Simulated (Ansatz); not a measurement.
Zn₂S

Input

```
crystal:
  lattice:
    - [4.7910343238, 0.0, 0.0]
    - [0.0, 4.7910343238, 0.0]
    - [0.0, 0.0, 4.0029997461]
  atoms:
    - { symbol: Zn, position: [0.0, 0.5, 0.0] }
    - { symbol: Zn, position: [0.5, 0.0, 0.0] }
    - { symbol: S, position: [0.5, 0.5, 0.0] }
basis:
  ecutwfc: 420
kpoints:
  mp_grid: { grid: [10, 10, 12] }
  band_path:
    path:
      - [[0.0, 0.0, 0.0], [0.0, 0.5, 0.0], [0.5, 0.5, 0.0], [0.0, 0.0, 0.0], [0.0, 0.0, 0.5], [0.0, 0.5, 0.5], [0.5, 0.5, 0.5], [0.0, 0.0, 0.5]]
      - [[0.0, 0.5, 0.0], [0.0, 0.5, 0.5]]
      - [[0.5, 0.5, 0.0], [0.5, 0.5, 0.5]]
    npoints: 14
hamiltonian:
  xc: pbe
scf:
  occupations: { method: gaussian, width: 0.1 }
  n_extra_bands: 7
output:
  forces: true
  stress: true
  eigenvalues: true
  populations: true
  dos: { projected: true, de: 0.02, nscf_kmesh: { grid: [12, 12, 15] } }
  bader: true
  write_density: true
  write_potential: true
  elf: true
  volumetric_format: npy
```

Command:

```sh
ansatz run input.yaml --threads 1 --pin off --max-ram 2560MiB --backend cpu --events-out ev --progress --plain --runs-dir out
```

Below, planes, directions and counts refer to the conventional cell (a = 4.79 Å, b = 4.79 Å, c = 4.00 Å, α = 90.00°, β = 90.00°, γ = 90.00°).

Space group P4/mmm; a structure generated by program, which may or may not match a known phase.

Level of theory: DFT PBE, scalar-relativistic, plane waves, PAW (Ansatz).

Core electrons are frozen (PAW), and the valence fields are smoothed inside the atomic spheres.

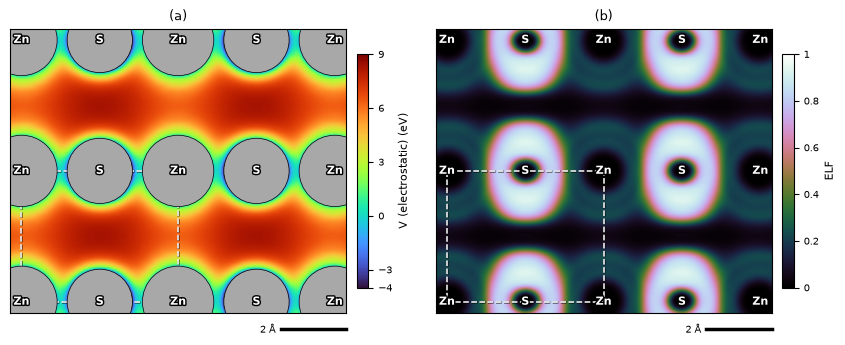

Figure 1. (a) electrostatic potential (local pseudopotential plus Hartree) felt by an electron; (b) electron localisation function on the (100) plane of the conventional cell. Grey discs cover the atomic cores in the potential map.

> Interpret the plot.

The section cuts through Zn and S sites. Zn–S (2.40 Å): the ELF peaks at about 0.80 in the valence shell of S, 0.8 Å from its nucleus, and is about 0.50 at the midpoint. Outside the cores the potential energy rises away from the atoms and is highest about 2.0 Å from the nearest atoms; its zero is arbitrary.

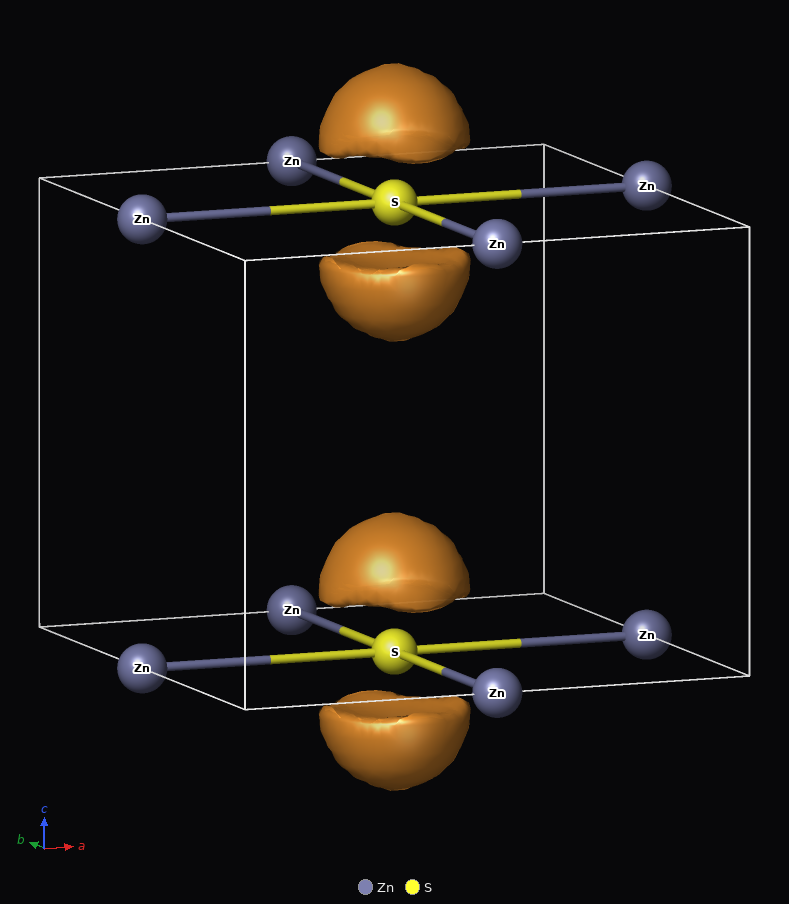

Figure 2. Isosurface of the electron localisation function at 0.85 (orange), seen slightly off an axis. Only the valence region is drawn (cores and ρ < 0.01 e/Å³ removed). Sticks mark near contacts.

> Identify the bonds, lone pairs and shells in this picture.

At this value the surface marks out two lobes on S, pointing away from the bonds (lone pairs), counted in one cell of 3 atoms. Any copies at cell faces, edges or corners count once.

> How much charge does the calculation move between the atoms?

Electrons move from Zn towards S. Bader charges: Zn +0.39 and S −0.78 e.

> Does the calculation give a band gap?

It is gapless in this calculation (a metal or semimetal).
